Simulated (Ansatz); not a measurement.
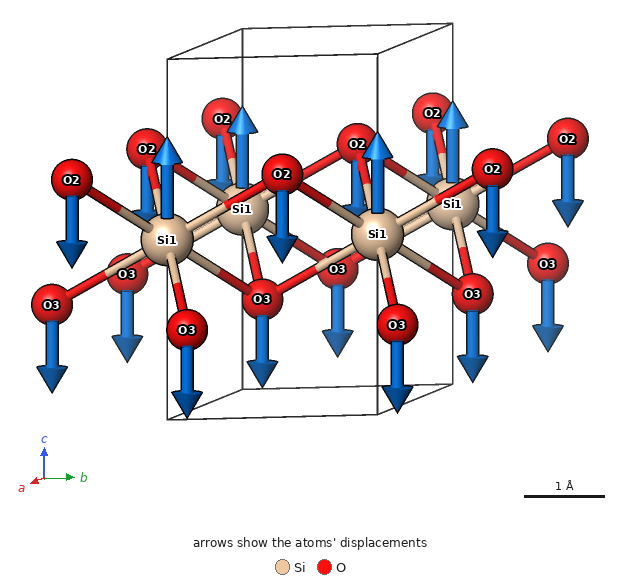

Phonons of crystalline SiO₂ (a generated structure), space group P-3m1 (No. 164), at the zone centre. The optical levels lie at 539 (×2), 556 (×2), 693, 838 cm⁻¹. One mode is drawn. The blue arrows give the relative displacements of the atoms. The picture is a ball-and-stick view of the cell of the calculation, seen slightly off an axis.

Level of theory: DFT PBE+D3(BJ), scalar-relativistic, plane waves, PAW in Ansatz. Settings: plane-wave cutoff 420 eV; k-point mesh 12 × 12 × 6; occupations fixed; no spin polarisation.

Frequencies are those without the non-analytic (LO–TO) term.

Question: To which level does it belong?

Answer: The level at 838 cm⁻¹. This is the A₂u mode, the highest optical level, infrared-active by symmetry. The Si sublattice moves against the O sublattice, along c; the kinetic energy is shared as Si 53 %, O 47 %. Its infrared intensity is 5.9 (D/Å)²/amu.
